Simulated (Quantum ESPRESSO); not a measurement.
# Density-of-states run, with input and output: PtS₂ (part 2 of 2)

The same run, continued: PtS₂ (P-3m1, 3 atoms in the cell); Kohn-Sham DFT of a periodic cell, PBE with XDM, JTH 2.0 PBE, spin-polarised (Quantum ESPRESSO 7.5); cutoff 489.81 eV, 9×9×5 k-mesh, Gaussian smearing of 0.2 eV, collinear spins. The structure derives from an entry of the Crystallography Open Database.

Geometry of the input (Å; fractional positions):
```
3.5432  0.0000  0.0000
-1.7716  3.0685  0.0000
0.0000  0.0000  5.0388
Pt 0.0000  0.0000  0.0000
S  0.6667  0.3333  0.7730
S  0.3333  0.6667  0.2270
```

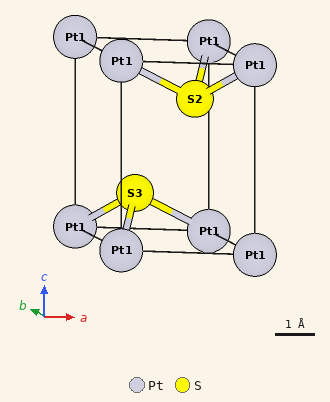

*The structure (ball-and-stick view of the cell of the calculation, seen slightly off an axis; atoms are numbered from 1 in the order of the input). An atom can appear more than once, as a periodic image.*

Log, continued:
```
     total magnetization       =    -0.00 Bohr mag/cell
     absolute magnetization    =     0.00 Bohr mag/cell

     iteration #  8     ecut=    36.00 Ry     beta= 0.30
     Davidson diagonalization with overlap
     ethr =  5.14E-09,  avg # of iterations =  3.7

     negative rho (up, down):  5.916E-02 5.919E-02

     total energy              =    -879.95236236 Ry
     estimated scf accuracy    <       0.00000032 Ry

     total magnetization       =    -0.00 Bohr mag/cell
     absolute magnetization    =     0.00 Bohr mag/cell

     iteration #  9     ecut=    36.00 Ry     beta= 0.30
     Davidson diagonalization with overlap
     ethr =  1.43E-09,  avg # of iterations =  2.8

     negative rho (up, down):  5.917E-02 5.918E-02

     total energy              =    -879.95236253 Ry
     estimated scf accuracy    <       0.00000003 Ry

     total magnetization       =    -0.00 Bohr mag/cell
     absolute magnetization    =     0.00 Bohr mag/cell

     iteration # 10     ecut=    36.00 Ry     beta= 0.30
     Davidson diagonalization with overlap
     ethr =  1.49E-10,  avg # of iterations =  3.9

     negative rho (up, down):  5.917E-02 5.917E-02

     total energy              =    -879.95236255 Ry
     estimated scf accuracy    <          5.7E-09 Ry

     total magnetization       =    -0.00 Bohr mag/cell
     absolute magnetization    =     0.00 Bohr mag/cell

     iteration # 11     ecut=    36.00 Ry     beta= 0.30
     Davidson diagonalization with overlap
     ethr =  2.60E-11,  avg # of iterations =  2.9

     negative rho (up, down):  5.917E-02 5.917E-02

     Magnetic moment per site  (integrated on atomic sphere of radius R)
     atom   1 (R=0.273)  charge=  6.6598  magn=  0.0000
     atom   2 (R=0.273)  charge=  3.9461  magn= -0.0000
     atom   3 (R=0.273)  charge=  3.9461  magn= -0.0000

     End of self-consistent calculation

     Number of k-points >= 100: set verbosity='high' to print the bands.

     the Fermi energy is    10.0168 ev

* XDM dispersion
  a1 =     0.327500
  a2 (ang) =     2.767300
  a2 (bohr) =     5.229439

+ Volumes and moments
# All results in atomic units (Hartree,bohr)
# i        V             Vfree           M1             M2             M3
  1   1.365458E+02   1.379609E+02   7.378339E+00   1.405498E+02   3.131298E+03
  2   7.634909E+01   7.780987E+01   6.911701E+00   1.090338E+02   1.849017E+03
  3   7.634909E+01   7.780987E+01   6.911701E+00   1.090338E+02   1.849017E+03

+ Dispersion coefficients
# All results in atomic units (Hartree,bohr).
# i   j      C6             C8             C10            Rc            Rvdw
  1   1   1.601625E+02   9.152796E+03   5.159778E+05   7.533889E+00   7.696788E+00
  2   1   9.624147E+01   5.027301E+03   2.546482E+05   7.172213E+00   7.578339E+00
  2   2   6.636189E+01   3.140625E+03   1.403742E+05   6.782218E+00   7.450615E+00
  3   1   9.624147E+01   5.027301E+03   2.546482E+05   7.172213E+00   7.578339E+00
  3   2   6.636189E+01   3.140625E+03   1.403742E+05   6.782218E+00   7.450615E+00
  3   3   6.636189E+01   3.140625E+03   1.403742E+05   6.782218E+00   7.450615E+00

+ van der Waals energies, forces and stresses (Ry,bohr)
  Evdw(total,Ry)   =  -7.317994580889E-02
  Evdw(C6,Ry)      =  -3.177494769366E-02
  Evdw(C8,Ry)      =  -2.304481114077E-02
  Evdw(C10,Ry)     =  -1.836018697446E-02
  Fvdw (001,Ry/bohr) =   1.586658137160E-12   2.748207883969E-12   1.146539013968E-16
  Fvdw (002,Ry/bohr) =  -1.571225365146E-12  -9.264624786160E-13  -1.213971375058E-03
  Fvdw (003,Ry/bohr) =  -1.546876832140E-14  -1.821746360744E-12   1.213971375058E-03
  sigma_vdw (Ry/bohr**3) =  -2.050319597457E-04   3.405588834008E-13  -3.138082853394E-15
                             3.405588834008E-13  -2.050319593527E-04   1.768934049810E-15
                            -3.138082853394E-15   1.768934049810E-15  -1.951949375603E-04
  sigma_vdw (GPa) =  -3.016124252984E+00   5.009794127062E-09  -4.616279244335E-11
                      5.009794127062E-09  -3.016124247203E+00   2.602191822279E-11
                     -4.616279244335E-11   2.602191822279E-11  -2.871416660922E+00

!    total energy              =    -880.02554250 Ry
     total all-electron energy =      -880.025542 Ry
     estimated scf accuracy    <          2.4E-10 Ry
     smearing contrib. (-TS)   =      -0.00000121 Ry
     internal energy E=F+TS    =    -880.02554129 Ry

     The total energy is F=E-TS. E is the sum of the following terms:
     one-electron contribution =      -3.12740197 Ry
     hartree contribution      =      19.49191751 Ry
     xc contribution           =     -22.05794925 Ry
     ewald contribution        =     -85.54011515 Ry
     Dispersion XDM Correction =      -0.07317995 Ry
     one-center paw contrib.   =    -788.71881249 Ry

     total magnetization       =    -0.00 Bohr mag/cell
     absolute magnetization    =     0.00 Bohr mag/cell

     convergence has been achieved in  11 iterations

     negative rho (up, down):  5.917E-02 5.917E-02

     Forces acting on atoms (cartesian axes, Ry/au):

     atom    1 type  1   force =     0.00000000   -0.00000000    0.00000000
     atom    2 type  2   force =     0.00000000    0.00000000   -0.05273671
     atom    3 type  2   force =    -0.00000000   -0.00000000    0.05273671

     Total force =     0.074581     Total SCF correction =     0.000012

     Computing stress (Cartesian axis) and pressure

     negative rho (up, down):  5.917E-02 5.917E-02
          total   stress  (Ry/bohr**3)                   (kbar)     P=       88.07
   0.00063734  -0.00000000   0.00000000           93.76       -0.00        0.00
   0.00000000   0.00063734   0.00000000            0.00       93.76        0.00
   0.00000000   0.00000000   0.00052135            0.00        0.00       76.69

=------------------------------------------------------------------------------=
   JOB DONE.
=------------------------------------------------------------------------------=
```

File pp_density.out:
```
This program is part of the open-source Quantum ESPRESSO suite
     for quantum simulation of materials; please cite
         "P. Giannozzi et al., J. Phys.:Condens. Matter 21 395502 (2009);
         "P. Giannozzi et al., J. Phys.:Condens. Matter 29 465901 (2017);
         "P. Giannozzi et al., J. Chem. Phys. 152 154105 (2020);
          URL
     in publications or presentations arising from this work. More details at

     ./tmp/pwscf.save/
     file Pt.GGA_PBE-JTH.UPF: wavefunction(s)  6S 0S 6P 0P 5D 0D renormalized
     file S.GGA_PBE-JTH.UPF: wavefunction(s)  3S 0S 3P 0P renormalized

     IMPORTANT: XC functional enforced from input :
     Exchange-correlation= PBE
                           (   1   4   3   4   0   0   0)
     Any further DFT definition will be discarded
     Please, verify this is what you really want

     G-vector sticks info
     --------------------
     sticks:   dense  smooth     PW     G-vecs:    dense   smooth      PW
     Sum         673     439    139                19809    10807    1863

     Using Slab Decomposition

     Check: negative core charge=   -0.000004

     negative rho (up, down):  5.917E-02 5.917E-02

     Calling punch_plot, plot_num =   0
     Writing data to file  density.dat
     Reading data from file  density.dat

     Writing data to be plotted to file density.cube
     Plot Type: 3D                     Output format: Gaussian cube

=------------------------------------------------------------------------------=
   JOB DONE.
=------------------------------------------------------------------------------=
```

File pp_potential.out:
```
This program is part of the open-source Quantum ESPRESSO suite
     for quantum simulation of materials; please cite
         "P. Giannozzi et al., J. Phys.:Condens. Matter 21 395502 (2009);
         "P. Giannozzi et al., J. Phys.:Condens. Matter 29 465901 (2017);
         "P. Giannozzi et al., J. Chem. Phys. 152 154105 (2020);
          URL
     in publications or presentations arising from this work. More details at

     ./tmp/pwscf.save/
     file Pt.GGA_PBE-JTH.UPF: wavefunction(s)  6S 0S 6P 0P 5D 0D renormalized
     file S.GGA_PBE-JTH.UPF: wavefunction(s)  3S 0S 3P 0P renormalized

     IMPORTANT: XC functional enforced from input :
     Exchange-correlation= PBE
                           (   1   4   3   4   0   0   0)
     Any further DFT definition will be discarded
     Please, verify this is what you really want

     G-vector sticks info
     --------------------
     sticks:   dense  smooth     PW     G-vecs:    dense   smooth      PW
     Sum         673     439    139                19809    10807    1863

     Using Slab Decomposition

     Check: negative core charge=   -0.000004

     negative rho (up, down):  5.917E-02 5.917E-02

     Calling punch_plot, plot_num =  11
     Writing data to file  potential.dat
     Reading data from file  potential.dat

     Writing data to be plotted to file potential.cube
     Plot Type: 3D                     Output format: Gaussian cube

=------------------------------------------------------------------------------=
   JOB DONE.
=------------------------------------------------------------------------------=
```

File dos.out:
```
This program is part of the open-source Quantum ESPRESSO suite
     for quantum simulation of materials; please cite
         "P. Giannozzi et al., J. Phys.:Condens. Matter 21 395502 (2009);
         "P. Giannozzi et al., J. Phys.:Condens. Matter 29 465901 (2017);
         "P. Giannozzi et al., J. Chem. Phys. 152 154105 (2020);
          URL
     in publications or presentations arising from this work. More details at

     ./tmp/pwscf.save/
     file Pt.GGA_PBE-JTH.UPF: wavefunction(s)  6S 0S 6P 0P 5D 0D renormalized
     file S.GGA_PBE-JTH.UPF: wavefunction(s)  3S 0S 3P 0P renormalized

     IMPORTANT: XC functional enforced from input :
     Exchange-correlation= PBE
                           (   1   4   3   4   0   0   0)
     Any further DFT definition will be discarded
     Please, verify this is what you really want

     G-vector sticks info
     --------------------
     sticks:   dense  smooth     PW     G-vecs:    dense   smooth      PW
     Sum         673     439    139                19809    10807    1875

     Using Slab Decomposition

     Check: negative core charge=   -0.000004

     negative rho (up, down):  5.917E-02 5.917E-02

     Optimized tetrahedron method used

     [opt_tetra]  Optimized tetrahedron method is used.

=------------------------------------------------------------------------------=
   JOB DONE.
=------------------------------------------------------------------------------=
```

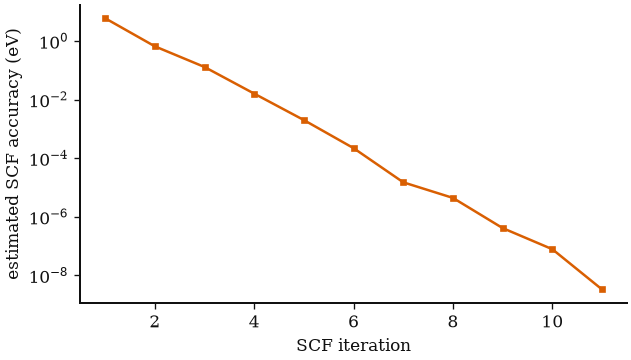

*Convergence of the self-consistent field: estimated SCF accuracy against the iteration.*

The field takes 11 iterations in all.

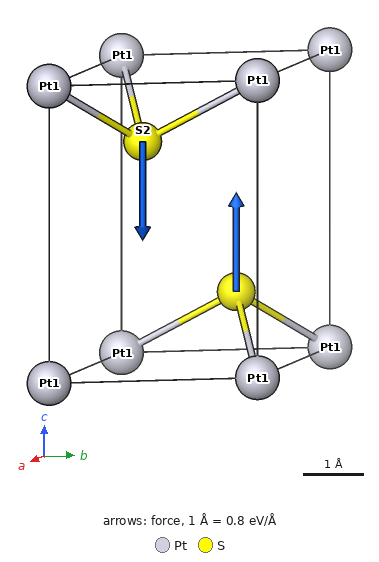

*Forces on the atoms as blue arrows (ball-and-stick view of the cell of the calculation, seen slightly off an axis; atoms are numbered from 1 in the order of the input).*

The largest act on S2, S3 (1.36 eV/Å). The geometry is not a stationary point of this energy.

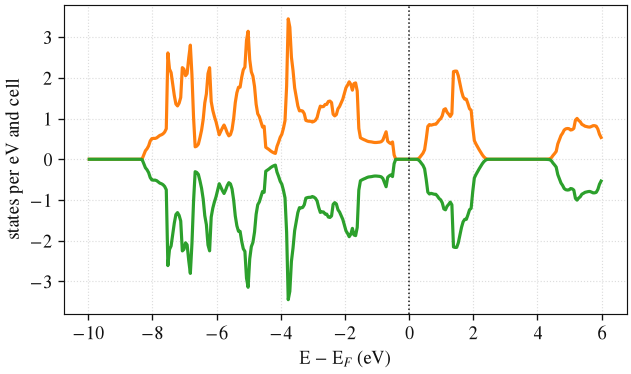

*Density of states from the levels on the mesh of the run, whose fine structure reflects that mesh, with energies from the Fermi level of the run (spin down drawn downwards).*

At the top of the window the curve may fall because the computed bands end.
